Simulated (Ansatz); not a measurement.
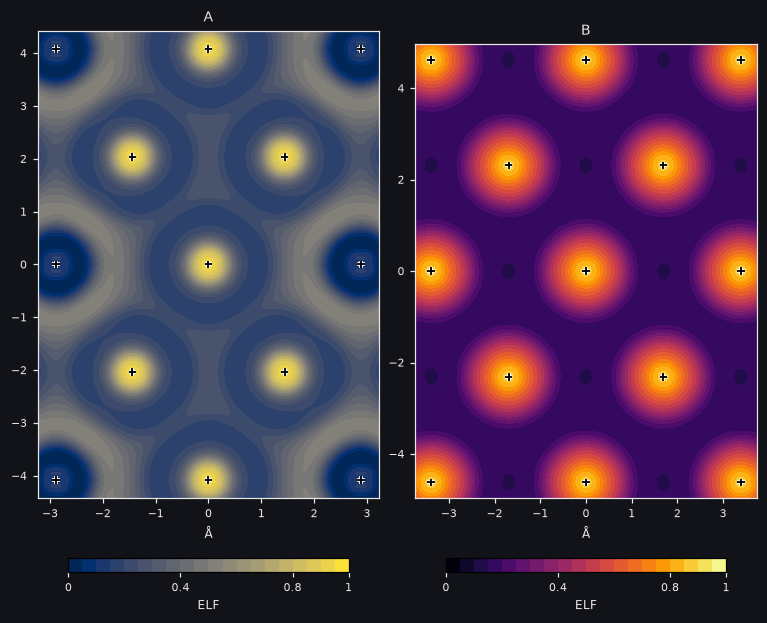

The electron localisation function of 2 systems, each on a plane through atoms (crosses mark nuclei in the plane).

Theory: Ansatz, DFT PBEsol, scalar-relativistic, plane waves, PAW.

System 1: AlCu₃, the (101) plane of the conventional cell. Space group Fm-3m; a structure from a database of computed crystals, not necessarily the ambient phase; computed without spin polarisation.

System 2: Ag, the (011̄) plane of the conventional cell. Space group I4/mmm; a structure from a database of computed crystals, not necessarily the ambient phase; changed on purpose from its base cell (strain +0.050 along x and y, -0.025 along z, atoms carried along); computed pressure about −7 GPa in this cell; computed without spin polarisation.

> Which map belongs to which system?

Panel A is system 1, AlCu₃: the plane holds Al and Cu. Al–Cu (2.50 Å): the ELF is about 0.40 at the midpoint. Panel B is system 2, Ag: the plane holds Ag. Ag–Ag (2.86 Å): the ELF is about 0.15 at the midpoint; no localised pair shows between them.
